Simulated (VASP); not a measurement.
**Geometry relaxation, with input and output: GaN (part 1 of 2)**

System: GaN (2 atoms in the cell).
Method: Kohn-Sham DFT of a periodic cell, PBEsol, VASP PAW PBE potentials, recommended, no spin polarisation (VASP 6.6.1).

The structure was built on a prototype by a generator; it need not be a known phase.

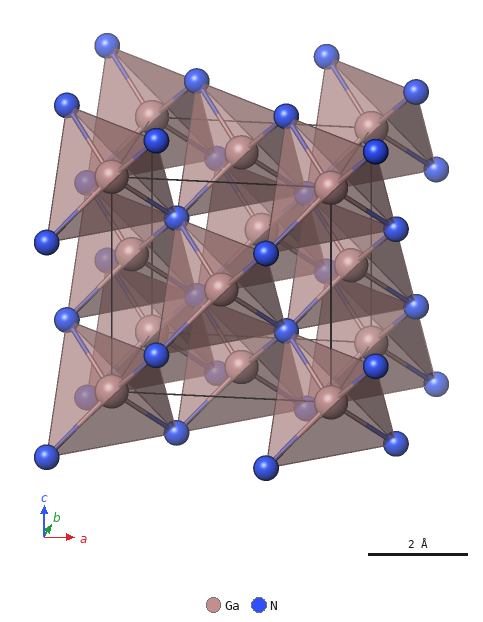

Figure 1. The structure as given in the input (polyhedral view of the cell 4 times as large as that of the calculation, set on its symmetry axes, seen slightly off an axis; polyhedra are completed across the faces of the cell).

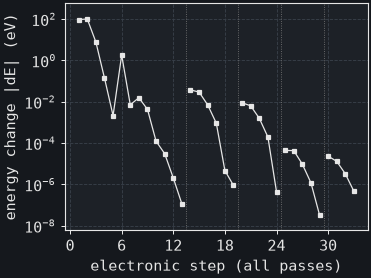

Figure 2. Convergence of the self-consistent field: energy change |dE| against the electronic step. Each stretch between dotted lines is the SCF of one geometry step of a relaxation. The 5 ionic steps take 4 to 13 electronic steps each. The density is held fixed in the first few steps, and dE rises again when its update begins.

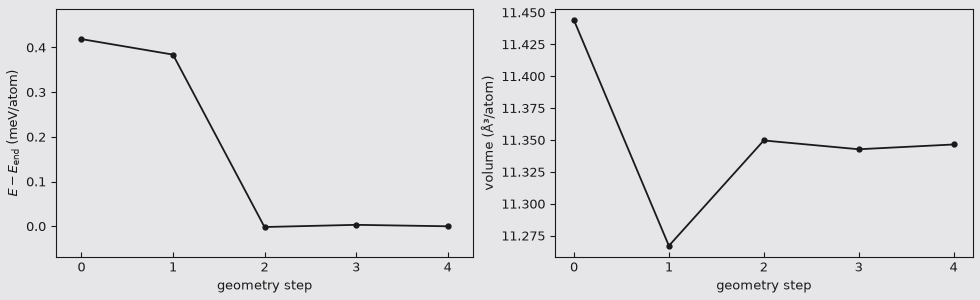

Figure 3. Progress of the relaxation, step by step (steps are counted from 0). The atoms keep their places relative to the cell (all moves are under 0.005 Å). After 4 geometry steps the energy has fallen by 0.4 meV per atom. All forces vanish by symmetry, so only the cell relaxes.

The input that produced these results follows, with the program's output.

## INCAR
```
SYSTEM = GaN
PREC = Accurate ; ENCUT = 600
EDIFF = 1E-6 ; ISMEAR = 0
SIGMA = 0.03 ; LREAL = .FALSE.
LASPH = .TRUE. ; NELM = 80
ALGO = Normal ; ISIF = 3
LWAVE = .FALSE. ; LCHARG = .FALSE.
GGA = PS ; IBRION = 2
NSW = 90 ; EDIFFG = -0.01
KPAR = 8
```

## KPOINTS
```
Automatic mesh
0
G
  14 14 14
  0 0 0
```

## POSCAR
```
GaN
1.0
    0.0000000000      2.2535006100      2.2535006100
    2.2535006100      0.0000000000      2.2535006100
    2.2535006100      2.2535006100      0.0000000000
Ga N
1 1
Direct
    0.0000000000      0.0000000000      0.0000000000
    0.2500000000      0.2500000000      0.2500000000
```

Launch command:
```bash
cat potpaw_PBE.64/Ga_d/POTCAR potpaw_PBE.64/N/POTCAR > POTCAR
mpirun -np 8 vasp_std > vasp.out
```

## OSZICAR
```
N       E                     dE             d eps       ncg     rms          rms(c)
DAV:   1     0.921997246482E+02    0.92200E+02   -0.10545E+04  2927   0.272E+03
DAV:   2    -0.715869008261E+01   -0.99358E+02   -0.93332E+02  2992   0.380E+02
DAV:   3    -0.147896640956E+02   -0.76310E+01   -0.75680E+01  3064   0.944E+01
DAV:   4    -0.149281853646E+02   -0.13852E+00   -0.13835E+00  3170   0.135E+01
DAV:   5    -0.149302833047E+02   -0.20979E-02   -0.20977E-02  3017   0.153E+00    0.718E+00
DAV:   6    -0.131502239801E+02    0.17801E+01   -0.51644E+00  4176   0.488E+01    0.261E+00
DAV:   7    -0.131432162274E+02    0.70078E-02   -0.31446E-01  2714   0.733E+00    0.169E+00
DAV:   8    -0.131279003049E+02    0.15316E-01   -0.64685E-02  3259   0.370E+00    0.703E-01
DAV:   9    -0.131237105271E+02    0.41898E-02   -0.18497E-02  4107   0.332E+00    0.167E-01
DAV:  10    -0.131238311575E+02   -0.12063E-03   -0.15075E-03  3163   0.637E-01    0.698E-02
DAV:  11    -0.131238010648E+02    0.30093E-04   -0.16461E-04  4038   0.246E-01    0.921E-03
DAV:  12    -0.131238030781E+02   -0.20133E-05   -0.13450E-05  3039   0.529E-02    0.352E-03
DAV:  13    -0.131238029661E+02    0.11201E-06   -0.49252E-07  1547   0.803E-03
   1 F= -.13123803E+02 E0= -.13123803E+02  d E =-.131238E+02
       N       E                     dE             d eps       ncg     rms          rms(c)
DAV:   1    -0.131604410652E+02   -0.36638E-01   -0.48131E-01  3149   0.197E+01    0.117E+00
DAV:   2    -0.131316695340E+02    0.28772E-01   -0.48571E-02  3274   0.762E+00    0.519E-01
DAV:   3    -0.131247680969E+02    0.69014E-02   -0.77508E-03  3309   0.343E+00    0.130E-01
DAV:   4    -0.131238686382E+02    0.89946E-03   -0.11408E-03  3534   0.538E-01    0.773E-03
DAV:   5    -0.131238732384E+02   -0.46002E-05   -0.49253E-05  3059   0.856E-02    0.972E-03
DAV:   6    -0.131238723700E+02    0.86844E-06   -0.10421E-06  1956   0.136E-02
   2 F= -.13123872E+02 E0= -.13123872E+02  d E =-.694039E-04
       N       E                     dE             d eps       ncg     rms          rms(c)
DAV:   1    -0.131326024951E+02   -0.87293E-02   -0.10699E-01  3134   0.947E+00    0.542E-01
DAV:   2    -0.131263808413E+02    0.62217E-02   -0.10249E-02  3264   0.349E+00    0.244E-01
DAV:   3    -0.131248365725E+02    0.15443E-02   -0.18254E-03  3289   0.169E+00    0.585E-02
DAV:   4    -0.131246442689E+02    0.19230E-03   -0.25557E-04  3546   0.244E-01    0.509E-03
DAV:   5    -0.131246438354E+02    0.43350E-06   -0.62559E-06  3092   0.258E-02
   3 F= -.13124644E+02 E0= -.13124644E+02  d E =-.840869E-03
       N       E                     dE             d eps       ncg     rms          rms(c)
DAV:   1    -0.131246872330E+02   -0.42964E-04   -0.73548E-04  3149   0.779E-01    0.443E-02
DAV:   2    -0.131246446480E+02    0.42585E-04   -0.75072E-05  3274   0.298E-01    0.197E-02
DAV:   3    -0.131246352301E+02    0.94179E-05   -0.12376E-05  3324   0.137E-01    0.511E-03
DAV:   4    -0.131246340498E+02    0.11802E-05   -0.13190E-06  1762   0.194E-02    0.360E-04
DAV:   5    -0.131246340828E+02   -0.33000E-07   -0.26141E-07  1367   0.733E-03
   4 F= -.13124634E+02 E0= -.13124634E+02  d E =-.831117E-03
       N       E                     dE             d eps       ncg     rms          rms(c)
DAV:   1    -0.131246569366E+02   -0.22887E-04   -0.21873E-04  3144   0.425E-01    0.245E-02
DAV:   2    -0.131246441558E+02    0.12781E-04   -0.21354E-05  3279   0.159E-01    0.110E-02
DAV:   3    -0.131246409734E+02    0.31823E-05   -0.35824E-06  2724   0.754E-02    0.269E-03
DAV:   4    -0.131246405217E+02    0.45177E-06   -0.44143E-07  1392   0.108E-02
   5 F= -.13124641E+02 E0= -.13124641E+02  d E =-.837556E-03
```

## Parts of OUTCAR
```
SYSTEM = GaN
   PREC = Accurate
   ENCUT = 600
   EDIFF = 1E-6
   ISMEAR = 0
   LREAL = .FALSE.
   LASPH = .TRUE.
   NELM = 80
   ISIF = 3
   GGA = PS
   IBRION = 2
   NSW = 90
   EDIFFG = -0.01

 ion  position               nearest neighbor table
   1  0.000  0.000  0.000-   2 1.95   2 1.95   2 1.95   2 1.95
   2  0.250  0.250  0.250-   1 1.95   1 1.95   1 1.95   1 1.95

  LATTYP: Found a face centered cubic cell.
 ALAT       =     4.5070012200

  Lattice vectors:

 A1 = (   0.0000000000,   2.2535006100,   2.2535006100)
 A2 = (   2.2535006100,   0.0000000000,   2.2535006100)
 A3 = (   2.2535006100,   2.2535006100,   0.0000000000)

Analysis of symmetry for initial positions (statically):
=====================================================================
 Subroutine PRICEL returns:
 Original cell was already a primitive cell.

 Routine SETGRP: Setting up the symmetry group for a
 face centered cubic supercell.

 Subroutine GETGRP returns: Found 24 space group operations
 (whereof 24 operations were pure point group operations)
 out of a pool of 48 trial point group operations.

The static configuration has the point symmetry T_d .

Analysis of symmetry for dynamics (positions and initial velocities):
=====================================================================
 Subroutine PRICEL returns:
 Original cell was already a primitive cell.

 Routine SETGRP: Setting up the symmetry group for a
 face centered cubic supercell.

 Subroutine GETGRP returns: Found 24 space group operations
 (whereof 24 operations were pure point group operations)
 out of a pool of 48 trial point group operations.

The dynamic configuration has the point symmetry T_d .

 Subroutine INISYM returns: Found 24 space group operations
 (whereof 24 operations are pure point group operations),
 and found     1 'primitive' translations

----------------------------------------------------------------------------------------

                                     Primitive cell

  volume of cell :      22.8877

  direct lattice vectors                    reciprocal lattice vectors
     0.000000000  2.253500610  2.253500610    -0.221877020  0.221877020  0.221877020
     2.253500610  0.000000000  2.253500610     0.221877020 -0.221877020  0.221877020
     2.253500610  2.253500610  0.000000000     0.221877020  0.221877020 -0.221877020

  length of vectors
     3.186931125  3.186931125  3.186931125     0.384302272  0.384302272  0.384302272

  position of ions in fractional coordinates (direct lattice)
     0.000000000  0.000000000  0.000000000
     0.250000000  0.250000000  0.250000000

  ion indices of the primitive-cell ions
   primitive index   ion index
                 1           1
                 2           2

----------------------------------------------------------------------------------------

 KPOINTS: Automatic mesh

Automatic generation of k-mesh.
 Grid dimensions read from file:
 generate k-points for:   14   14   14

 Generating k-lattice:

  Cartesian coordinates                     Fractional coordinates (reciprocal lattice)
    -0.015848359  0.015848359  0.015848359     0.071428571  0.000000000  0.000000000
     0.015848359 -0.015848359  0.015848359     0.000000000  0.071428571  0.000000000
     0.015848359  0.015848359 -0.015848359     0.000000000  0.000000000  0.071428571

  Length of vectors
     0.027450162  0.027450162  0.027450162

  Shift w.r.t. Gamma in fractional coordinates (k-lattice)
     0.000000000  0.000000000  0.000000000

 Subroutine IBZKPT returns following result:
 ===========================================

 Found    104 irreducible k-points:

 Following reciprocal coordinates:
            Coordinates               Weight
  0.000000  0.000000  0.000000      1.000000
  0.071429  0.000000  0.000000      8.000000
  0.142857  0.000000  0.000000      8.000000
  0.214286  0.000000  0.000000      8.000000
  0.285714  0.000000  0.000000      8.000000
  0.357143  0.000000  0.000000      8.000000
  0.428571  0.000000  0.000000      8.000000
  0.500000  0.000000  0.000000      4.000000
  0.071429  0.071429  0.000000      6.000000
  0.142857  0.071429  0.000000     24.000000
  0.214286  0.071429  0.000000     24.000000
  0.285714  0.071429  0.000000     24.000000
  0.357143  0.071429  0.000000     24.000000
  0.428571  0.071429  0.000000     24.000000
  0.500000  0.071429  0.000000     24.000000
 -0.428571  0.071429  0.000000     24.000000
 -0.357143  0.071429  0.000000     24.000000
 -0.285714  0.071429  0.000000     24.000000
 -0.214286  0.071429  0.000000     24.000000
 -0.142857  0.071429  0.000000     24.000000
 -0.071429  0.071429  0.000000     12.000000
  0.142857  0.142857  0.000000      6.000000
  0.214286  0.142857  0.000000     24.000000
  0.285714  0.142857  0.000000     24.000000
 [... further k-points ...]
   k-points           NKPTS =    104   k-points in BZ     NKDIM =    104   number of bands    NBANDS=     13
   number of dos      NEDOS =    301   number of ions     NIONS =      2
   total plane-waves  NPLWV =  21952
   dimension x,y,z NGX =    28 NGY =   28 NGZ =   28
   dimension x,y,z NGXF=    56 NGYF=   56 NGZF=   56
   ions per type =               1   1
   NGX,Y,Z   is equivalent  to a cutoff of  14.61, 14.61, 14.61 a.u.
   NGXF,Y,Z  is equivalent  to a cutoff of  29.21, 29.21, 29.21 a.u.
 SYSTEM =  GaN
   PREC   = accura    normal or accurate (medium, high low for compatibility)
   ISTART =      0    job   : 0-new  1-cont  2-samecut
   ICHARG =      2    charge: 1-file 2-atom 10-const
   ISPIN  =      1    spin polarized calculation?
   LNONCOLLINEAR =      F non collinear calculations
   LSORBIT =      F    spin-orbit coupling
   LASPH  =      T    aspherical Exc in radial PAW
   ENCUT  =  600.0 eV  44.10 Ry    6.64 a.u.   6.37  6.37  6.37*2*pi/ulx,y,z
   NELM   =     80;   NELMIN=  2; NELMDL= -5     # of ELM steps
   EDIFF  = 0.1E-05   stopping-criterion for ELM
   LREAL  =      F    real-space projection
   EDIFFG = -.1E-01   stopping-criterion for IOM
   NSW    =     90    number of steps for IOM
   IBRION =      2    ionic relax: 0-MD 1-quasi-New 2-CG
   NFREE  =      1    steps in history (QN), initial steepest desc. (CG)
   ISIF   =      3    stress and relaxation
   ISYM   =      2    0-nonsym 1-usesym 2-fastsym
   POTIM  = 0.5000    time-step for ionic-motion
   TEBEG  =    0.0;   TEEND  =   0.0 temperature during run
   PSTRESS=    0.0 pullay stress
   NELECT =      18.0000    total number of electrons
   NUPDOWN=      -1.0000    fix difference up-down
   EMIN   =  10.00;   EMAX   =-10.00  energy-range for DOS
   EFERMI =   0.00;   METHOD = LEGACY
   ISMEAR =     0;   SIGMA  =   0.03  broadening in eV -4-tet -1-fermi 0-gaus
   EFERMI_NEDOS =   21; number of points for ismear=-14 and -15
   IALGO  =     38    algorithm
   IMIX   =      4    mixing-type and parameters
     AMIX     =   0.40;   BMIX     =  1.00
     AMIX_MAG =   1.60;   BMIX_MAG =  1.00
  volume/ion in A,a.u.               =      11.44        77.23
  Fermi-wavevector in a.u.,A,eV,Ry     =   1.511117  2.855596 31.068543  2.283473
  Thomas-Fermi vector in A             =   2.621216
   LORBIT       =      0    0 simple, 1 ext, 2 COOP (PROOUT), +10 PAW based schemes
   GGA     = PS    functional components
   LHFCALC =     F    Hartree Fock is set to
   AEXX    =    0.0000 exact exchange contribution
   IVDW    =     0    specifies the selected vdW correction
   LEPSILON=     F    determine dielectric tensor
   LRPA    =     F    only Hartree local field effects (RPA)
 conjugate gradient relaxation of ions
 non-spin polarized calculation
 Gauss-broadening in eV      SIGMA  =   0.03
  energy-cutoff  :      600.00
  volume of cell :       22.89
 maximum number of plane-waves:       778
 NGX is ok and might be reduce to    28
   NGX = 13   NGY = 13   NGZ = 13

--------------------------------------- Ionic step        1  -------------------------------------------

 number of electron      18.0000005 magnetization

 Free energy of the ion-electron system (eV)
  ---------------------------------------------------
  ext. energy  EPLUGINS =         0.00000000
  ---------------------------------------------------
  free energy    TOTEN  =       -13.12380297 eV

  energy without entropy =      -13.12380297  energy(sigma->0) =      -13.12380297

------------------------ aborting loop because EDIFF is reached ----------------------------------------

  FORCE on cell =-STRESS in cart. coord.  units (eV):
  Direction    XX          YY          ZZ          XY          YZ          ZX
  --------------------------------------------------------------------------------------
  -------------------------------------------------------------------------------------
  Total       -0.2145649     -0.2145649     -0.2145649      0.0000000      0.0000000      0.0000000
  in kB      -15.0198748    -15.0198748    -15.0198748      0.0000000      0.0000000      0.0000000
  external PRESSURE =     -15.0198748 kB  Pullay stress =       0.0000000 kB

 VOLUME and BASIS-vectors are now :
```
